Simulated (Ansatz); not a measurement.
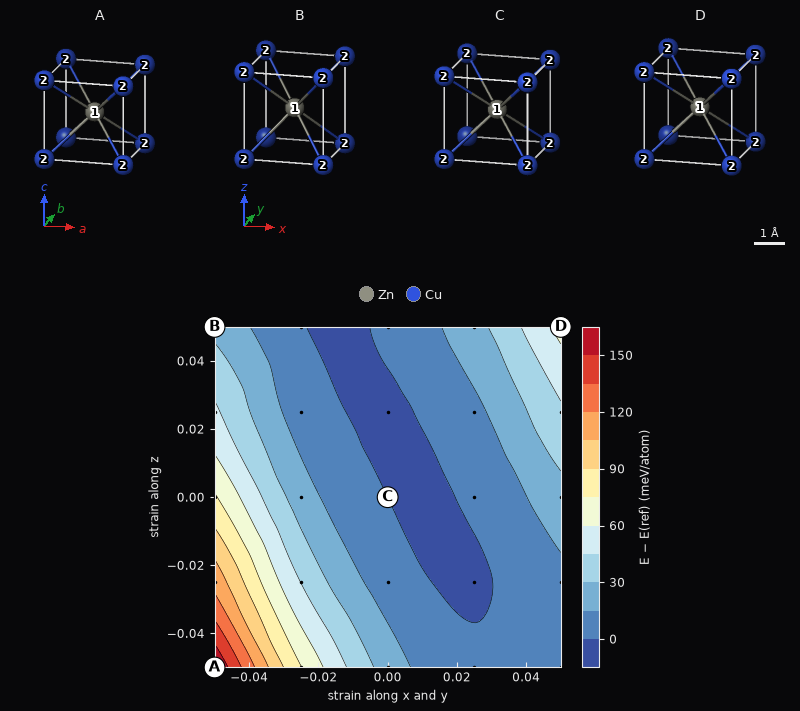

Energy scan for solid ZnCu (Pm-3m), in which the cell is strained equally along x and y and separately along z, with the atoms kept at their fractional coordinates. x, y and z are the Cartesian axes of the input. The map is interpolated between the computed points (dots). The lettered frames are marked on it. A ball-and-stick model of the cell of the calculation, seen slightly off an axis.

The calculation used DFT PBE, scalar-relativistic, plane waves, PAW (Ansatz). (plane-wave cutoff 420 eV; k-point mesh 16 × 16 × 16; occupations gaussian; smearing width 0.15 eV; no spin polarisation). Energies (free energies at the smearing named) are counted from the cell as listed in its source, which wasn't relaxed.

Question: What does the map show?

Answer: In pairs of (strain along x and y; strain along z): the lowest computed point lies at (0.000, 0.025) (−1.6 meV/atom), the highest at (−0.050, −0.050) (164.4 meV/atom). The valley is tilted: raising the in-plane strain is made harder by raising the strain along z (cross term 1.05 of the geometric mean of the two curvatures). Over the ranges scanned the energy rises more along the first axis, the in-plane strain. The pressure runs from −10.6 GPa at (0.050, 0.050) to 30.6 GPa at (−0.050, −0.050). The frames lie at A (−0.050, −0.050): 164.4 meV/atom, B (−0.050, 0.050): 25.9 meV/atom, C (0.000, 0.000): 0.0 meV/atom, D (0.050, 0.050): 64.5 meV/atom.

The computed points:

Rows: strain along x and y; columns: strain along z; values in meV/atom.

```csv
,−0.050,−0.025,0.000,0.025,0.050
−0.050,164.4,115.2,76.7,47.6,25.9
−0.025,75.5,44.7,22.6,8.4,1.0
0.000,23.7,7.9,0.0,−1.6,2.3
0.025,2.7,−1.4,2.3,11.5,25.1
0.050,6.2,12.0,24.7,42.8,64.5
```
